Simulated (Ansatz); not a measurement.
Sc

Input file:

```
crystal:
  lattice:
    - [-1.929902581, 1.929902581, 1.7289781858]
    - [1.929902581, -1.929902581, 1.7289781858]
    - [1.929902581, 1.929902581, -1.7289781858]
  atoms:
    - { symbol: Sc, position: [0.0, 0.0, 0.0] }
hamiltonian:
  xc: pbe
  pseudopotentials: { kind: paw }
kpoints:
  mp_grid: { grid: [10, 10, 10] }
scf:
  occupations: { method: fermi_dirac, width: 0.05 }
output:
  forces: true
  stress: true
  eigenvalues: true
  write_density: true
  write_potential: true
  elf: true
  volumetric_format: npy
```

Run with:

```sh
ansatz run input.yaml --threads 1 --pin off --max-ram 2560MiB --backend cpu --events-out ev --progress --plain --runs-dir out
```

Below, planes, directions and counts refer to the conventional cell (a = 3.86 Å, b = 3.86 Å, c = 3.46 Å, α = 90.00°, β = 90.00°, γ = 90.00°).

Space group I4/mmm; a structure from a database of computed crystals, not necessarily the ambient phase.

All numbers below come from Kohn-Sham DFT of a periodic cell, PBE, Ansatz PAW in Ansatz.

Predict the valence pseudo-density and electron localisation function between the atoms.

Sc–Sc (3.23 Å): the density is about 0.1 e/Å³ at the midpoint; the ELF is about 0.15 at the midpoint: no localised pair shows between them.
Sc–Sc (3.46 Å): ρ is about 0.12 e/Å³ halfway; the ELF is about 0.45 at the midpoint.

Metal or insulator at this level of theory?

It is metallic or semimetallic at this level of theory: no gap opens.

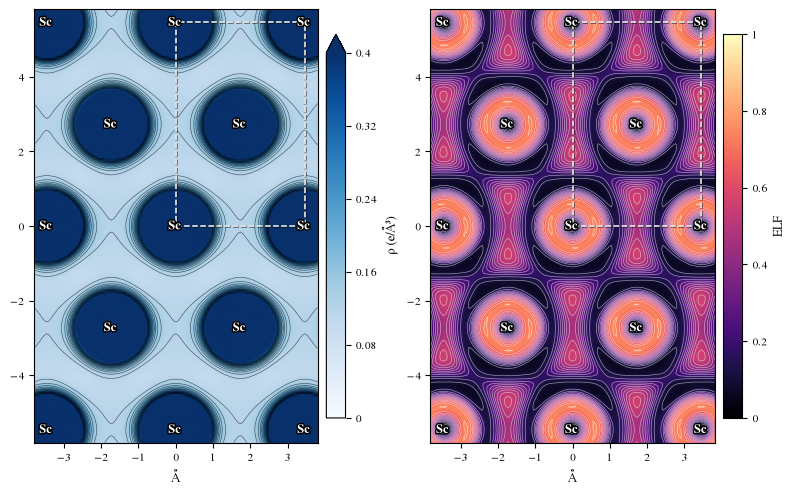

Computed valence pseudo-density and electron localisation function on the (11̄0) plane of the conventional cell, in this order. 

In a PAW calculation such maps are meaningful between the atoms, not at the nuclei.
